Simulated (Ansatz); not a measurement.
**Band-structure calculation, with input and output: MgS**

The run: band-structure calculation of MgS (R3m, 2 atoms in the cell). Method and program: DFT, PBE, plane waves, PAW, no spin polarisation (Ansatz 0.2.0).

The structure was built on a prototype by a generator. The geometry comes from this level: r2SCAN (a point of a series of strains). It belongs to a series of runs on one base structure; here: epitaxial_111 strain -2.0%. Figures and captions count atoms from 1; the log counts them from 0 in places.

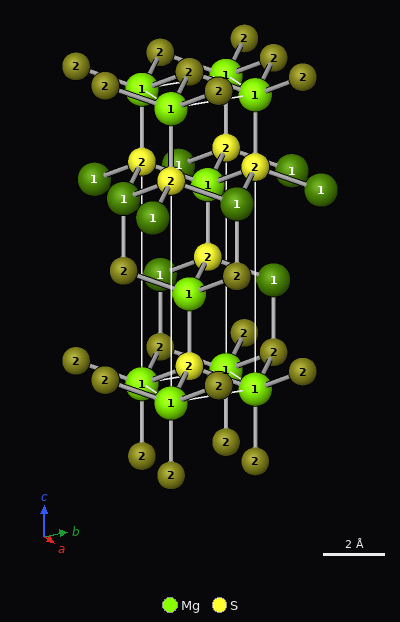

**Figure 1.** The input geometry (ball-and-stick view of the cell 3 times as large as that of the calculation, set on its symmetry axes, seen slightly off an axis; neighbours outside the cell are drawn fainter; atoms are numbered from 1 in the order of the input). An atom can appear more than once, as a periodic image. Near neighbours in the periodic cell (some may lie outside the picture): Mg has 4 S at 2.43 to 2.45 Å; S has 4 Mg at 2.43 to 2.45 Å.

Input file
```yaml
crystal:
  lattice:
    - [0.06685126, 2.8411105644, 2.8411105644]
    - [2.8411105644, 0.06685126, 2.8411105644]
    - [2.8411105644, 2.8411105644, 0.06685126]
  atoms:
    - { symbol: Mg, position: [0.0022259132, 0.0022259132, 0.0022259132] }
    - { symbol: S, position: [0.2477740868, 0.2477740868, 0.2477740868] }
kpoints:
  mp_grid: { grid: [8, 8, 8] }
  band_path:
    path:
      - [0.0, 0.0, 0.0]
      - [-0.5, -0.5, 0.0]
      - [-0.375, -0.375, 0.25]
      - [-0.375, 0.0, 0.375]
      - [0.0, 0.0, 0.5]
      - [-0.5, -0.25, 0.25]
    npoints: 1
hamiltonian:
  xc: pbe
scf:
  occupations: { method: fermi_dirac, width: 0.02 }
  n_extra_bands: 4
output:
  forces: true
  stress: true
  eigenvalues: true
  write_density: true
  write_potential: true
  elf: true
  volumetric_format: npy
```

Run as:
```bash
ansatz run input.yaml --threads 2 --pin off --max-ram 20275MiB --backend cpu --events-out ev --progress --plain --runs-dir out
```

Output
```
scf.n_extra_bands = 4 over 8 filled bands (N_el = 16.0): the run solves 12 bands
Engine: ansatz 0.2.0, x86_64-unknown-linux-gnu
Pseudopotentials: kind: paw
Pseudopotential: Mg, paw, valence charge 10, recommended cutoff 420 eV (normal), Mg.paw.azcp
Pseudopotential: S, paw, valence charge 6, recommended cutoff 420 eV (normal), S.paw.azcp
Functional definition: PBE
  parameter kappa = 0.804
  parameter beta = 0.06672455060314922
  exchange = pbe_x(kappa = kappa, mu = beta*pi^2/3)
  correlation = pbe_c(beta = beta)
Crystal: 2 atoms, lattice volume = 44.248 Å³
Basis set: ecut = 420 eV, 875 PW (Γ), exchange–correlation on 54×54×54 points (8 copies of the dense FFT grid, shifted against one another)
Bands: 12, of which v1, the nominal top of the filled ones, is band 8 counted from 1 (7 counted from 0)
Symmetry: 6 space group operations
Space group: R3m (ITA 160), of the structure as read, at distance tolerance 3.5e-5 Å
k-points: 65 of 512 (time reversal used)
Non-local potential: Mg, projectors of the file, l = 0: 3, l = 1: 2, l = 2: 1
Non-local potential: S, projectors of the file, l = 0: 2, l = 1: 2, l = 2: 2
PAW form: soft (Blöchl's): semilocal exchange-correlation on the pseudo side does not see the compensation charge
PAW one-centre angular grid: Mg, 110 points (default); XC on 64 Gauss nodes
PAW one-centre angular grid: S, 110 points (default); XC on 64 Gauss nodes
Initial density: superposition of atomic densities (neutral atoms: chi_scale 0, normalization atom), corrected by the library's trained network
Initial wavefunctions: pseudopotential atomic-orbital guess
Functional: x = pbe(κ = 0.804, μ = 0.2195149727645171), c = pbe(β = 0.06672455060314922)
SCF iter   1: F=—  HF=-2828.698585 eV  |F-HF|=—  |Δ(HF+E_count)|=         —  Δρ=5.44e-4  dr2=1.24e-4  ethr=1.77e-3  ⟨swp⟩=7.0  Hψ=5199  notcnv=0
preconditioner: auto → none  [insulator: Δε(μ)=3.486 eV  Ē_g=11.252 eV  σ=0.020 eV  W_gap=1.00  n_scr=14 (ndim 8)  ℏωp=15.8 eV  f_vac=0.015  D(μ)=0.00/eV (n_scr^D=0)  ε∞_Penn≈3.0]
SCF iter   2: F=—  HF=-2828.697951 eV  |F-HF|=—  |Δ(HF+E_count)|=   6.34e-4  Δρ=2.96e-4  dr2=4.43e-5  ethr=7.76e-7  ⟨swp⟩=3.1  Hψ=2039  notcnv=0
SCF iter   3: F=—  HF=-2828.697972 eV  |F-HF|=—  |Δ(HF+E_count)|=   2.06e-5  Δρ=1.37e-4  dr2=5.75e-6  ethr=2.77e-7  ⟨swp⟩=2.0  Hψ=980  notcnv=0
SCF iter   4: F=—  HF=-2828.697986 eV  |F-HF|=—  |Δ(HF+E_count)|=   1.40e-5  Δρ=3.26e-5  dr2=3.90e-7  ethr=3.59e-8  ⟨swp⟩=3.0  Hψ=1239  notcnv=0
iter 5 did not close the SCF: its close was put off for the readings that it lacked (scf_convergence_deferred on its scf_iter line)
SCF iter   5: F=-2828.697988 eV  HF=-2828.697988 eV  |F-HF|=4.02e-8  |Δ(HF+E_count)|=   2.00e-6  Δρ=1.34e-5  dr2=8.72e-8  ethr=2.44e-9  ⟨swp⟩=3.0  Hψ=1235  notcnv=0
SCF iter   6: F=-2828.697988 eV  HF=-2828.697988 eV  |F-HF|=2.53e-9  |Δ(HF+E_count)|=   1.45e-8  Δρ=3.11e-6  dr2=4.27e-9  ethr=5.45e-10  ⟨swp⟩=6.1  Hψ=4160  notcnv=0
SCF 1 converged in 6 iterations: F = -2828.697988 eV  dr2 = 4.27e-9
  greatest PAW one-centre occupation: 1.000 electrons in one spin orbital (limit 2), on the Mg atom at site 0 (counted from 0), in its partial waves of l = 0
```

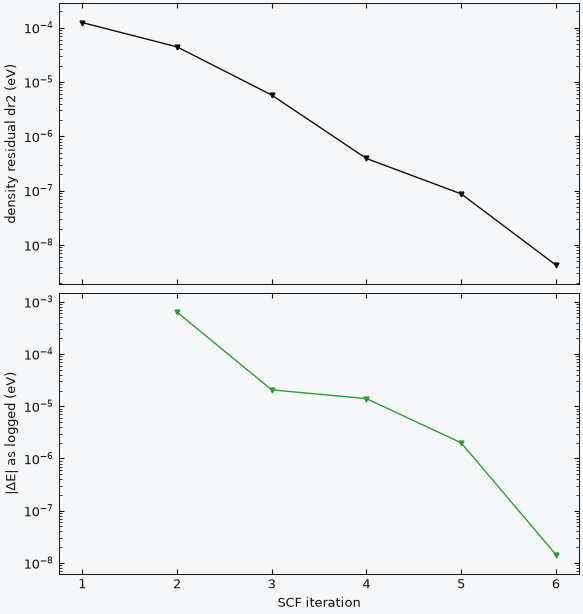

**Figure 2.** Convergence of the self-consistent field: density residual dr2 and size of the energy change against the SCF iteration. The residual falls at every step.

```
NSCF: frozen V_eff on 6 k-points
SCF converged after 6 iterations
Free energy (F): -2828.697988 eV
Harris-Foulkes:  -2828.697988 eV  (|F-HF|=2.53e-9)
Internal energy: -2828.697988 eV  (E = F + TS)
E sigma→0 (E₀):  -2828.697988 eV
Fermi energy:    5.180470 eV
--- Per-component energies (eV) ---
  E_band       = -366.187789
  E_kinetic    = 184.651106
  E_local      = -1872.315031  (includes V_loc(G=0)·N_el)
  E_nonlocal   = 123.639450
  E_hartree    = 678.472117
  E_xc         = -127.345409
  E_vxc        = -126.432516  (∫ρ·V_xc dr)
  E_paw        = -892.659666  (= ΣΔE_a)
  E_vpaw       = -32.674714  (= ΣTr[D̂ρ^β])
  E_aug_tail   = -0.000001  (compensation charges beyond the density's cutoff)
  E_ewald      = -923.140553
  E_smearing   = -0.000000  (= −TS)
  E_closure    = -0.000000  (closes the sum)
  Σ components = -2828.697988   (vs F -2828.697988, Δ=0.00e0)
--- Forces (eV/Å), atoms counted from 1 ---
  atom   1  Mg     0.00461680     0.00461680     0.00461680
  atom   2  S     -0.00462060    -0.00462060    -0.00462060
  max |Σ_I F_I| component: 3.80e-6 eV/Å
--- Stress (GPa, compression-positive) ---
        2.609230      -0.736919      -0.736919
       -0.736919       2.609230      -0.736919
       -0.736919      -0.736919       2.609230
  P = ⅓ Tr σ = 2.6092 GPa (26.092 kbar)
--- Band table (eV; the first three rows and the last of 65) ---
  k-point 0: bands = ["-70.3554", "-37.1114", "-37.1114", "-37.1071", "-8.0045", "3.1991", "3.4241", "3.4241", "6.9149", "11.0523", "11.5035", "11.5035"]
  k-point 1: bands = ["-70.3554", "-37.1118", "-37.1114", "-37.1071", "-7.9097", "2.6955", "3.1786", "3.3614", "7.5697", "11.2041", "11.3525", "11.6819"]
  k-point 2: bands = ["-70.3553", "-37.1128", "-37.1116", "-37.1073", "-7.6634", "1.4924", "3.0594", "3.2203", "8.3904", "11.2700", "11.4052", "11.6502"]
  k-point 64: bands = ["-70.3553", "-37.1117", "-37.1117", "-37.1097", "-7.3362", "0.0692", "3.1358", "3.1358", "8.7134", "11.2015", "11.2015", "12.0172"]
```

File bands.tsv
```
# k_distance	band_0	band_1	band_2	band_3	band_4	band_5	band_6	band_7	band_8	band_9	band_10	band_11
# fermi_ev = 5.180470
# lock_threshold_ev = 1e-6
# [0, 0, 0] at k_distance = 0.000000
# [-0.5, -0.5, 0] at k_distance = 1.119395
# [-0.375, -0.375, 0.25] at k_distance = 1.510506
# [-0.375, 0, 0.375] at k_distance = 2.198659
# [0, 0, 0.5] at k_distance = 2.886812
# [-0.5, -0.25, 0.25] at k_distance = 3.669034
# levels_relative_to = fermi_ev
# free_energy_ev = -2828.697988
# largest_residual_norms_ev = 3.224e-4 5.272e-4 6.330e-4 6.118e-4 1.953e-3 1.130e-3 2.290e-3 6.364e-4 1.197e-3 8.696e-4 1.396e-3 1.203e-3
0.000000	-75.535849	-42.291821	-42.291821	-42.287531	-13.185004	-1.981349	-1.756346	-1.756346	1.734424	5.871835	6.323036	6.323036
1.119395	-75.535718	-42.294537	-42.292901	-42.288888	-12.224484	-4.711793	-2.990682	-2.782382	2.014967	3.855012	9.500780	10.698173
1.510506	-75.535724	-42.294247	-42.292706	-42.289179	-12.249107	-4.383154	-3.800568	-2.568413	3.059568	5.098578	7.875665	8.471965
2.198659	-75.535718	-42.294169	-42.293502	-42.288632	-12.228456	-4.356246	-3.719701	-2.754017	2.923126	5.327819	7.782895	8.385273
2.886812	-75.535745	-42.294777	-42.292381	-42.288057	-12.440388	-5.017767	-2.264472	-2.139340	3.314696	5.635724	5.886889	6.885259
3.669034	-75.535719	-42.294127	-42.293256	-42.288946	-12.215370	-4.173126	-3.722344	-3.190020	3.692439	6.212896	6.351754	6.868988
```

File rho_z.tsv
```
# z_ang	rho[e/angstrom^3]
# format = ansatz-planar-average/11
# lattice	0.066851260	2.841110564	2.841110564
# lattice	2.841110564	0.066851260	2.841110564
# lattice	2.841110564	2.841110564	0.066851260
# sites	2
# site	12	0.012796936	0.012796936	0.012796936
# site	16	1.424471161	1.424471161	1.424471161
0.000000	1.106779e0
0.148833	1.063082e0
0.297666	8.722822e-1
0.446499	6.431200e-1
0.595332	4.685477e-1
0.744165	3.743943e-1
0.892998	3.344218e-1
1.041832	3.164976e-1
1.190665	3.051202e-1
1.339498	2.938277e-1
1.488331	2.768246e-1
1.637164	2.507468e-1
1.785997	2.169729e-1
1.934830	1.802137e-1
2.083663	1.456624e-1
2.232496	1.166319e-1
2.381329	9.407459e-2
2.530162	7.759769e-2
2.678995	6.648562e-2
2.827829	6.062262e-2
2.976662	6.086971e-2
3.125495	7.094307e-2
3.274328	1.071679e-1
3.423161	2.066729e-1
3.571994	4.053434e-1
3.720827	6.872801e-1
3.869660	9.610112e-1
```

File v_z.tsv
```
# z_ang	v_es[eV]	v_tot[eV]
# format = ansatz-planar-average/11
# xc	pbe
# density_cutoff_ev	1680
# datasets	Mg=:simpson_from_first_knot:soft	S=:simpson_from_first_knot:soft
# lattice	0.066851260	2.841110564	2.841110564
# lattice	2.841110564	0.066851260	2.841110564
# lattice	2.841110564	2.841110564	0.066851260
# sites	2
# site	12	0.012796936	0.012796936	0.012796936
# site	16	1.424471161	1.424471161	1.424471161
0.000000	-2.704158e0	-1.237674e1
0.148833	-3.447190e0	-1.354492e1
0.297666	-3.758633e0	-1.414009e1
0.446499	-3.539667e0	-1.411427e1
0.595332	-2.865993e0	-1.356132e1
0.744165	-1.999077e0	-1.270709e1
0.892998	-1.181458e0	-1.179802e1
1.041832	-4.706626e-1	-1.088964e1
1.190665	2.320353e-1	-9.878316e0
1.339498	1.058556e0	-8.652311e0
1.488331	2.113422e0	-7.146825e0
1.637164	3.436780e0	-5.368818e0
1.785997	4.900618e0	-3.443936e0
1.934830	6.213547e0	-1.648831e0
2.083663	7.127277e0	-2.515540e-1
2.232496	7.599269e0	6.745770e-1
2.381329	7.743539e0	1.206901e0
2.530162	7.645299e0	1.420261e0
2.678995	7.344320e0	1.328194e0
2.827829	6.878759e0	9.378827e-1
2.976662	6.269559e0	3.163922e-1
3.125495	5.463039e0	-6.429159e-1
3.274328	4.363331e0	-2.166197e0
3.423161	2.946060e0	-4.204939e0
3.571994	1.329205e0	-6.501433e0
3.720827	-2.671981e-1	-8.780117e0
3.869660	-1.635243e0	-1.077133e1
```

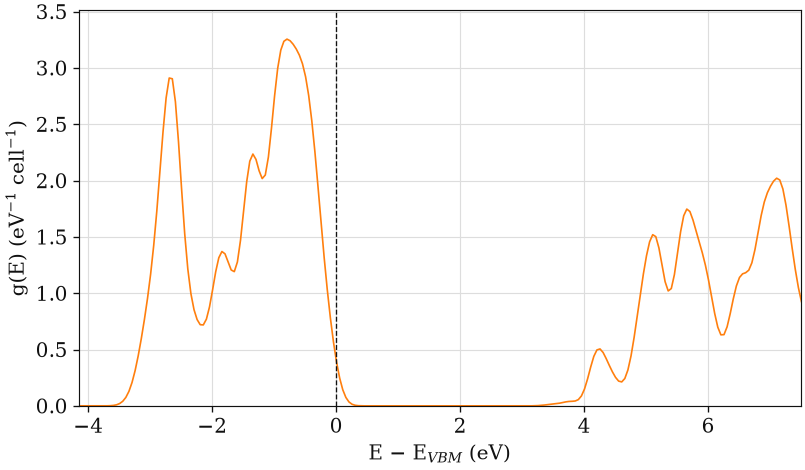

**Figure 3.** Density of states (the curve is built from the levels of the k mesh with Gaussians 0.3 eV wide, which also blur the band edges), with energies from the valence-band top. There is a gap of 3.49 eV on the k-point mesh. Small ripples come from the finite k-point mesh.

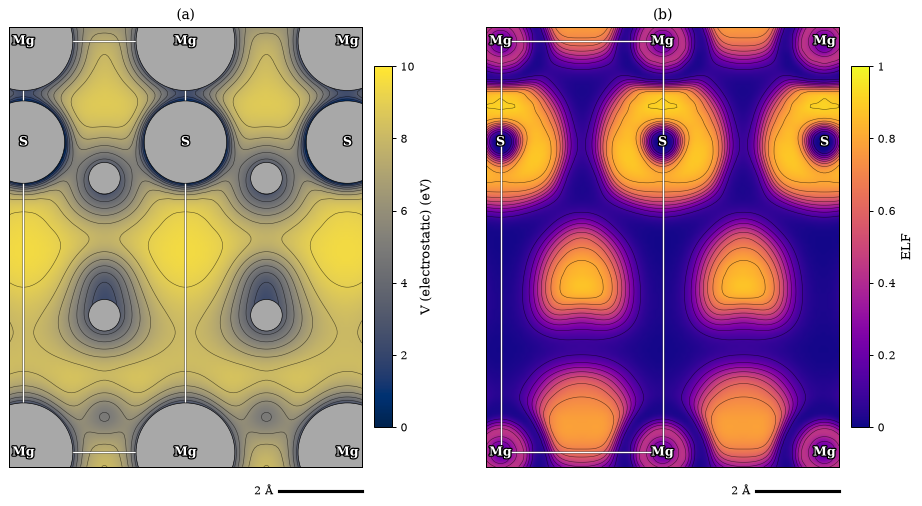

**Figure 4.** (a) electrostatic potential (local pseudopotential plus Hartree) felt by an electron; (b) ELF on the (100) plane of the conventional cell. Grey discs, where drawn, cover atomic cores. The section cuts through Mg and S sites. Mg–S (2.45 Å): the ELF is about 0.80 at the midpoint. Outside the cores the potential energy rises away from the atoms and is highest about 2.3 Å from the nearest atoms; outside the discs it spans about 9 eV, and its zero is arbitrary. Core electrons are frozen (PAW), so the fields are smoothed inside the atomic spheres.

Key numbers

```csv
quantity,value
outcome,converged
space group (tolerance 0.01 Å),R3m (160)
electrons treated,16
free energy,−2828.6980 eV
Fermi energy,5.180 eV
gap on the k-point mesh,3.49 eV
pressure,2.61 GPa
largest force (length of the vector),0.008 eV/Å
hardware,"2 threads of AMD EPYC (Zen 3), 288 GiB of memory available, shared host"
wall time,1.5 s (CPU time 2.7 s)
peak memory,0.53 GiB
```
